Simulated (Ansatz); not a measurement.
Cell and atoms:

```cif
data_structure
_symmetry_space_group_name_H-M 'P 1'
_symmetry_Int_Tables_number 1
_cell_length_a 2.8267
_cell_length_b 4.8882
_cell_length_c 9.2767
_cell_angle_alpha 90.000
_cell_angle_beta 96.439
_cell_angle_gamma 90.000
_cell_volume 127.37
loop_
_atom_site_label
_atom_site_type_symbol
_atom_site_fract_x
_atom_site_fract_y
_atom_site_fract_z
_atom_site_occupancy
Al1 Al 0.00000 0.00000 0.00000 1
Al2 Al 0.50000 0.16667 0.25000 1
Al3 Al 0.00000 0.00000 0.50000 1
Al4 Al 0.50000 0.83333 0.75000 1
Al5 Al 0.50000 0.50000 0.00000 1
Al6 Al 0.00000 0.66667 0.25000 1
Al7 Al 0.50000 0.50000 0.50000 1
Al8 Al 0.00000 0.33333 0.75000 1
```

Interpret the file: composition, symmetry and coordination.

Answer. The element is aluminium. It belongs to space group C2/c (No. 15) and has a base-centred monoclinic lattice. The cell holds eight atoms.

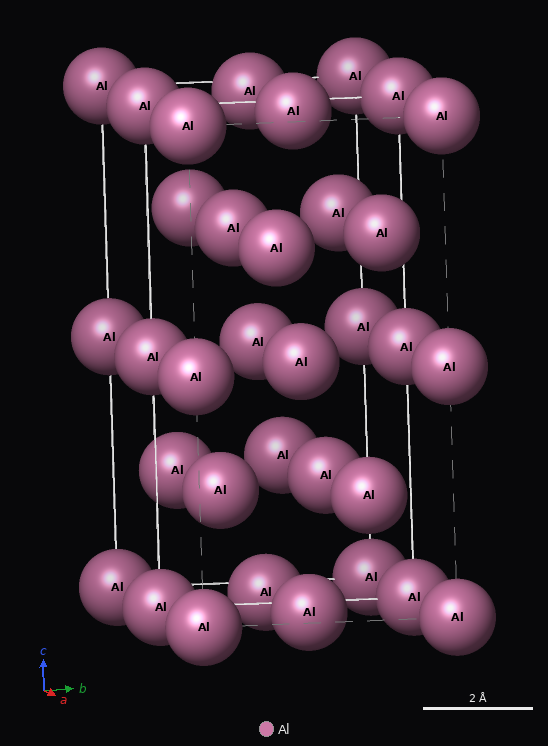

Spheres-only representation of a periodic structure, projected slightly off an axis. One conventional unit cell is drawn solid; the view covers 2×1×1 cells. Colours: aluminium pink.

The initial geometry was a structure listed in the Materials Project. The cell was then strained or its atoms displaced on purpose. A calculation with Ansatz used it as input.
